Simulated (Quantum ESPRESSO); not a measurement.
**Run report: Ga$_{2}$O, relaxation of cell and atoms (part 2 of 2)**

The same run, continued: Ga$_{2}$O (3 atoms in the cell); Kohn-Sham DFT of a periodic cell, BP86 with D3(BJ), Ansatz NC SR PBE, no spin polarisation (Quantum ESPRESSO 7.5); cutoff 1238.12 eV, 6×6×5 k-mesh, fermi-dirac of 0.2 eV. The structure was made by swapping elements on the sites of another compound; it need not be a known phase.

Geometry of the input (Å; fractional positions):
```
3.7527  0.0000  0.0000
-1.8763  3.2499  0.0000
0.0000  0.0000  3.7371
Ga 0.6667  0.3333  0.5000
Ga 0.3333  0.6667  0.5000
O  0.0000  0.0000  0.0000
```

Output, continued:
```
          k = 0.3333 0.5774 0.4017 (  4500 PWs)   bands (ev):

    -7.3257  -7.0375  -6.6104  -6.6104  -6.2330  -6.0773  -6.0773  -5.7686
    -5.7686  -5.6770  -5.4051   3.2282   3.2282   4.6951   6.4466   6.4466
    10.3292  12.7836  12.7836  19.1294  19.9073  19.9073  21.5941  26.6391

     the Fermi energy is     9.1333 ev

!    total energy              =    -340.26610479 Ry
     estimated scf accuracy    <          5.8E-11 Ry
     smearing contrib. (-TS)   =      -0.01169844 Ry
     internal energy E=F+TS    =    -340.25440634 Ry

     The total energy is F=E-TS. E is the sum of the following terms:
     one-electron contribution =    -135.47081581 Ry
     hartree contribution      =      96.46619082 Ry
     xc contribution           =     -93.42869933 Ry
     ewald contribution        =    -207.70204279 Ry
     DFT-D3 Dispersion         =      -0.11903923 Ry

     convergence has been achieved in  10 iterations

     Forces acting on atoms (cartesian axes, Ry/au):

     atom    1 type  1   force =    -0.00000000   -0.00000000   -0.00000000
     atom    2 type  1   force =     0.00000000    0.00000000    0.00000000
     atom    3 type  2   force =     0.00000000   -0.00000000    0.00000000

     Total force =     0.000000     Total SCF correction =     0.000000

     Computing stress (Cartesian axis) and pressure

          total   stress  (Ry/bohr**3)                   (kbar)     P=      143.48
   0.00200620   0.00000000  -0.00000000          295.12        0.00       -0.00
   0.00000000   0.00200620  -0.00000000            0.00      295.12       -0.00
   0.00000000   0.00000000  -0.00108628            0.00        0.00     -159.80

     BFGS Geometry Optimization
     Energy error            =      6.4E-02 Ry
     Gradient error          =      2.4E-22 Ry/Bohr
     Cell gradient error     =      3.0E+02 kbar

     number of scf cycles    =   1
     number of bfgs steps    =   0

     enthalpy           new  =    -340.2661047873 Ry

     new trust radius        =       0.1759200229 bohr
     new conv_thr            =       0.0000000006 Ry

     new unit-cell volume =    329.98190 a.u.^3 (    48.89827 Ang^3 )
     density =      5.27877 g/cm^3

CELL_PARAMETERS (angstrom)
   3.940900616   0.000000000   0.000000000
  -1.970450308   3.412920042   0.000000000
  -0.000000000  -0.000000000   3.635565056

ATOMIC_POSITIONS (crystal)
Ga               0.6666666700        0.3333333300        0.5000000000
Ga               0.3333333300        0.6666666700        0.5000000000
O               -0.0000000000       -0.0000000000        0.0000000000

     NEW-OLD atomic charge density approx. for the potential
     New effective cutoffs (rho, wfc):  381.19   95.75

     Self-consistent Calculation

[... 68 further cycles ...]
     iteration #  4     ecut=    91.00 Ry     beta= 0.50
     Davidson diagonalization with overlap
     ethr =  2.00E-04,  avg # of iterations =  1.1

     total energy              =    -340.35916213 Ry
     estimated scf accuracy    <       0.02159261 Ry

     iteration #  5     ecut=    91.00 Ry     beta= 0.50
     Davidson diagonalization with overlap
     ethr =  6.75E-05,  avg # of iterations =  1.5

     total energy              =    -340.36224389 Ry
     estimated scf accuracy    <       0.00042392 Ry

     iteration #  6     ecut=    91.00 Ry     beta= 0.50
     Davidson diagonalization with overlap
     ethr =  1.32E-06,  avg # of iterations =  3.2

     total energy              =    -340.36229433 Ry
     estimated scf accuracy    <       0.00002564 Ry

     iteration #  7     ecut=    91.00 Ry     beta= 0.50
     Davidson diagonalization with overlap
     ethr =  8.01E-08,  avg # of iterations =  2.0

     total energy              =    -340.36229334 Ry
     estimated scf accuracy    <       0.00001495 Ry

     iteration #  8     ecut=    91.00 Ry     beta= 0.50
     Davidson diagonalization with overlap
     ethr =  4.67E-08,  avg # of iterations =  2.0

     total energy              =    -340.36229508 Ry
     estimated scf accuracy    <       0.00000016 Ry

     iteration #  9     ecut=    91.00 Ry     beta= 0.50
     Davidson diagonalization with overlap
     ethr =  4.99E-10,  avg # of iterations =  2.2

     total energy              =    -340.36229511 Ry
     estimated scf accuracy    <       0.00000008 Ry

     iteration # 10     ecut=    91.00 Ry     beta= 0.50
     Davidson diagonalization with overlap
     ethr =  2.52E-10,  avg # of iterations =  2.1

     total energy              =    -340.36229512 Ry
     estimated scf accuracy    <          5.8E-09 Ry

     iteration # 11     ecut=    91.00 Ry     beta= 0.50
     Davidson diagonalization with overlap
     ethr =  1.81E-11,  avg # of iterations =  1.9

     total energy              =    -340.36229512 Ry
     estimated scf accuracy    <          2.7E-10 Ry

     iteration # 12     ecut=    91.00 Ry     beta= 0.50
     Davidson diagonalization with overlap
     ethr =  8.45E-13,  avg # of iterations =  2.0

     total energy              =    -340.36229512 Ry
     estimated scf accuracy    <          2.4E-10 Ry

     iteration # 13     ecut=    91.00 Ry     beta= 0.50
     Davidson diagonalization with overlap
     ethr =  7.60E-13,  avg # of iterations =  1.0

     End of self-consistent calculation

          k = 0.0000 0.0000 0.0000 (  4367 PWs)   bands (ev):

    -7.0699  -5.4920  -5.3508  -5.3508  -5.2117  -5.2117  -5.1184  -5.1184
    -5.0932  -4.9491  -4.9491   0.8763   7.2618   7.2618   8.9552   9.9705
     9.9705  10.3042  16.8501  17.8130  17.8130  19.2018  24.0956  25.3656

          k =-0.0000 0.0000 0.2538 (  4379 PWs)   bands (ev):

    -6.8726  -5.4380  -5.3477  -5.3477  -5.2510  -5.2510  -5.1111  -5.1111
    -5.0067  -4.9721  -4.9721   1.1977   7.5098   7.5098   8.2205  10.5562
    10.5562  10.9058  12.9239  17.4527  17.4527  20.5848  23.0158  23.0485

          k =-0.0000 0.0000 0.5076 (  4319 PWs)   bands (ev):

    -6.5167  -5.3701  -5.3406  -5.3406  -5.3155  -5.3155  -5.0969  -5.0969
    -5.0115  -5.0115  -4.8653   1.8754   7.3261   7.9638   7.9638   9.5171
    11.8601  11.8601  12.7894  16.0786  16.7257  16.7257  19.1986  19.1986

          k = 0.0000 0.1742 0.0000 (  4357 PWs)   bands (ev):

    -7.0119  -5.5008  -5.4206  -5.4021  -5.2191  -5.2009  -5.1061  -5.0391
    -5.0307  -4.9633  -4.9420   0.8969   6.5672   6.7965   8.5272   9.0103
    10.5460  13.0443  16.9552  17.1552  18.1434  19.9240  22.9349  25.9448

          k = 0.0000 0.1742 0.2538 (  4358 PWs)   bands (ev):

    -6.8322  -5.4594  -5.4152  -5.3873  -5.2622  -5.2413  -5.0546  -5.0255
    -4.9916  -4.9781  -4.9631   1.2761   6.8608   7.1645   8.3578   8.9135
    10.8854  12.9426  13.5060  17.4233  17.9042  19.1617  23.0474  23.8138

          k = 0.0000 0.1742 0.5076 (  4332 PWs)   bands (ev):

    -6.5154  -5.4173  -5.4051  -5.3530  -5.3311  -5.3034  -5.0242  -5.0162
    -4.9989  -4.9967  -4.8642   2.1180   6.6195   7.8676   8.6097   9.2209
    10.1240  11.4885  13.4899  15.9594  17.6421  17.8870  19.5324  20.9274

          k = 0.0000 0.3483 0.0000 (  4364 PWs)   bands (ev):

    -6.9027  -5.5229  -5.5046  -5.4274  -5.2329  -5.1755  -5.1211  -4.9956
    -4.9476  -4.9288  -4.9102   0.9854   4.8692   6.1497   9.1024   9.1199
    11.3858  14.0198  17.3101  18.2040  19.1773  21.0898  21.4168  24.8966

          k = 0.0000 0.3483 0.2538 (  4357 PWs)   bands (ev):

    -6.7600  -5.5105  -5.4985  -5.3922  -5.2799  -5.2002  -5.0497  -5.0041
    -4.9499  -4.9127  -4.9055   1.5163   5.2640   6.6313   8.2602   9.1583
    11.3415  13.3971  14.3991  17.3642  19.2863  19.3393  22.9287  24.8872

          k = 0.0000 0.3483 0.5076 (  4339 PWs)   bands (ev):

    -6.5193  -5.5047  -5.4882  -5.3543  -5.3359  -5.2292  -5.0144  -4.9819
    -4.9443  -4.9004  -4.8422   2.8347   5.7666   7.4058   7.6765   8.6522
    10.8436  10.9467  12.4299  16.5646  19.3726  20.6455  20.9759  22.3002

          k =-0.0000-0.5225-0.0000 (  4360 PWs)   bands (ev):

    -6.8532  -5.5360  -5.5204  -5.4321  -5.2393  -5.1593  -5.1277  -5.0153
    -4.9226  -4.9136  -4.8601   1.0700   4.1318   5.8937   9.1744   9.6368
    11.7208  13.4911  17.6490  20.1556  20.1631  20.2542  23.1193  23.6500

          k =-0.0000-0.5225 0.2538 (  4352 PWs)   bands (ev):

    -6.7293  -5.5299  -5.5254  -5.3873  -5.2880  -5.1617  -5.0466  -5.0412
    -4.9421  -4.8776  -4.8575   1.7207   4.4646   6.4098   8.4346   9.1796
    11.5043  13.9875  14.1829  16.4077  20.8072  21.9868  22.2158  23.8353

          k =-0.0000-0.5225 0.5076 (  4352 PWs)   bands (ev):

    -6.5243  -5.5392  -5.5197  -5.3648  -5.3258  -5.1184  -5.0922  -4.9728
    -4.9320  -4.8539  -4.8165   3.6158   4.8466   6.8573   7.5817   8.4882
    10.7337  11.4365  11.9410  16.7462  19.9637  22.0532  22.4286  23.6130

          k = 0.1508 0.2612 0.0000 (  4360 PWs)   bands (ev):

    -6.9302  -5.5331  -5.4480  -5.4438  -5.2330  -5.1776  -5.1065  -5.0207
    -4.9907  -4.9297  -4.8990   0.9809   4.8313   7.1044   8.4887   9.0921
    10.9546  14.8416  16.5839  17.2077  19.4403  20.8785  21.4782  25.2397

          k = 0.1508 0.2612 0.2538 (  4353 PWs)   bands (ev):

    -6.7779  -5.5221  -5.4376  -5.4111  -5.2649  -5.2219  -5.0312  -5.0141
    -4.9817  -4.9504  -4.8878   1.4581   5.4372   6.9367   8.6804   8.8342
    10.8375  13.4947  14.5741  17.3780  18.1536  19.6172  22.6097  24.9176

          k = 0.1508 0.2612 0.5076 (  4354 PWs)   bands (ev):

    -6.5185  -5.5162  -5.4232  -5.3575  -5.3141  -5.2890  -5.0064  -4.9837
    -4.9548  -4.9364  -4.8428   2.6031   6.2335   7.0719   8.2769   8.7213
    10.0206  11.7263  12.6230  16.5870  18.6597  19.5749  20.4420  22.9406

          k = 0.1508 0.4354 0.0000 (  4361 PWs)   bands (ev):

    -6.8591  -5.5512  -5.4789  -5.4374  -5.2472  -5.1423  -5.1139  -5.0295
    -5.0007  -4.9175  -4.8005   1.2292   3.3963   7.1050   9.1726   9.2449
    10.6457  15.1355  17.7462  17.8212  19.9578  21.8237  22.2742  22.8611

          k = 0.1508 0.4354 0.2538 (  4364 PWs)   bands (ev):

    -6.7342  -5.5649  -5.4647  -5.4001  -5.2645  -5.1728  -5.0594  -5.0338
    -4.9606  -4.9359  -4.7955   1.8443   3.9835   6.9076   8.6862   9.1575
    10.8276  13.9518  14.5190  17.1599  18.9756  21.9352  22.6452  23.9065

          k = 0.1508 0.4354 0.5076 (  4354 PWs)   bands (ev):

    -6.5278  -5.5863  -5.4475  -5.3483  -5.3113  -5.1956  -5.0712  -4.9663
    -4.9264  -4.8974  -4.7827   3.5170   5.3288   6.5221   7.2876   8.3631
    10.8252  11.8621  12.0270  17.2811  19.1768  20.3210  23.3393  24.3802

          k = 0.3017 0.5225 0.0000 (  4362 PWs)   bands (ev):

    -6.8437  -5.5544  -5.4492  -5.4492  -5.2566  -5.0857  -5.0857  -5.0734
    -5.0734  -4.9102  -4.7483   2.0130   2.0130   8.4586   9.1973   9.2711
     9.2711  16.9673  16.9673  18.6687  18.6687  20.5385  23.8070  23.8070

          k = 0.3017 0.5225 0.2538 (  4362 PWs)   bands (ev):

    -6.7266  -5.5842  -5.4232  -5.4232  -5.2367  -5.1263  -5.1263  -5.0126
    -5.0126  -4.9280  -4.7471   2.6635   2.6635   7.2045   9.1020   9.1020
    10.3484  14.2464  14.2464  18.3818  18.3818  21.1843  22.4332  25.4538

          k = 0.3017 0.5225 0.5076 (  4374 PWs)   bands (ev):

    -6.5351  -5.6217  -5.3912  -5.3912  -5.2008  -5.1833  -5.1833  -4.9566
    -4.9130  -4.9130  -4.7452   4.5422   4.5422   5.9852   7.5147   7.5147
    11.7703  11.7703  11.8665  18.5252  19.0481  19.0481  23.3884  25.2818

     the Fermi energy is     9.8148 ev

!    total energy              =    -340.36229512 Ry
     estimated scf accuracy    <          3.6E-13 Ry
     smearing contrib. (-TS)   =      -0.00758970 Ry
     internal energy E=F+TS    =    -340.35470543 Ry

     The total energy is F=E-TS. E is the sum of the following terms:
     one-electron contribution =    -112.61339164 Ry
     hartree contribution      =      86.04304679 Ry
     xc contribution           =     -93.35880263 Ry
     ewald contribution        =    -220.30369855 Ry
     DFT-D3 Dispersion         =      -0.12185939 Ry

     convergence has been achieved in  13 iterations

     Forces acting on atoms (cartesian axes, Ry/au):

     atom    1 type  1   force =    -0.00000000   -0.00000000    0.00000000
     atom    2 type  1   force =    -0.00000000   -0.00000000    0.00000000
     atom    3 type  2   force =     0.00000000    0.00000000   -0.00000000

     Total force =     0.000000     Total SCF correction =     0.000000

     Computing stress (Cartesian axis) and pressure

          total   stress  (Ry/bohr**3)                   (kbar)     P=        7.20
   0.00007181  -0.00000000   0.00000000           10.56       -0.00        0.00
  -0.00000000   0.00007181   0.00000000           -0.00       10.56        0.00
   0.00000000   0.00000000   0.00000315            0.00        0.00        0.46

=------------------------------------------------------------------------------=
   JOB DONE.
=------------------------------------------------------------------------------=
```

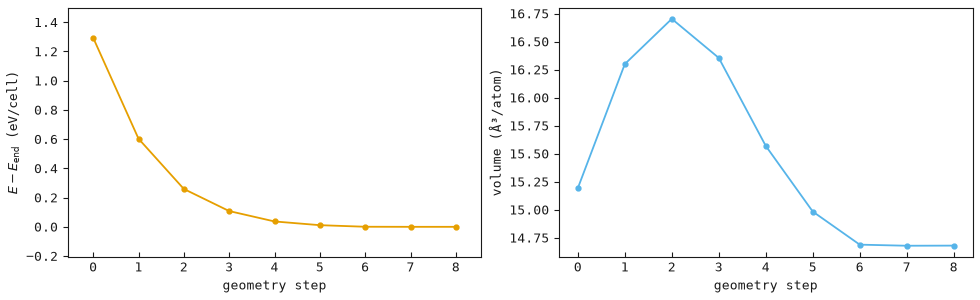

Figure 1. Progress of the relaxation, step by step (steps are counted from 0).

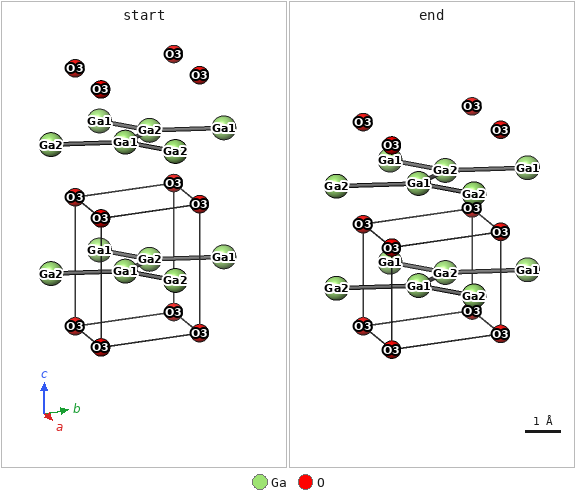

Figure 2. Before (left) and after (right) the relaxation, at one scale (ball-and-stick view of the cell of the calculation, repeated 1 × 1 × 2, with bonded neighbours outside it, seen slightly off an axis). The atoms keep their places relative to the cell (all moves are under 0.005 Å). Cell: a = b 3.753 → 4.147 Å (+10.5 %), c 3.737 → 2.957 Å (−20.9 %). Volume −3.4 %. Distances before and after: Ga1–Ga2 2.167 → 2.394 Å. The space group stays P6/mmm (No. 191). After 8 geometry steps the energy has fallen by 1.294 eV per cell of the calculation. All forces vanish by symmetry, so only the cell relaxes. (Atoms are counted from 1 in the order of the input.)

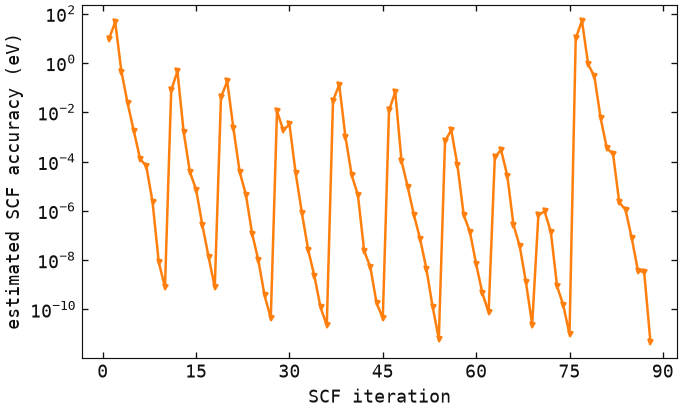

Figure 3. Convergence of the self-consistent field: estimated SCF accuracy against the iteration. The field takes 88 iterations in all.

Summary:

- outcome: converged
- space group (tolerance 0.01 Å): P6/mmm (191)
- electrons treated: 32
- free energy: −4630.8649 eV
- Fermi energy: 9.815 eV
- gap on the k-point mesh: none (metallic)
- pressure: 0.72 GPa
- final volume: 44.04 Å³
- largest force (length of the vector) at the end: under 0.001 eV/Å
- final cell: a = 4.147 Å, b = 4.147 Å, c = 2.957 Å, α = 90.00°, β = 90.00°, γ = 120.00°
- wall time: 6.2 min
- peak memory: 0.11 GiB

Further notes kept with the run: potentials made for another functional. Points of doubt noted for this run: coarse mesh; potentials made for another functional.
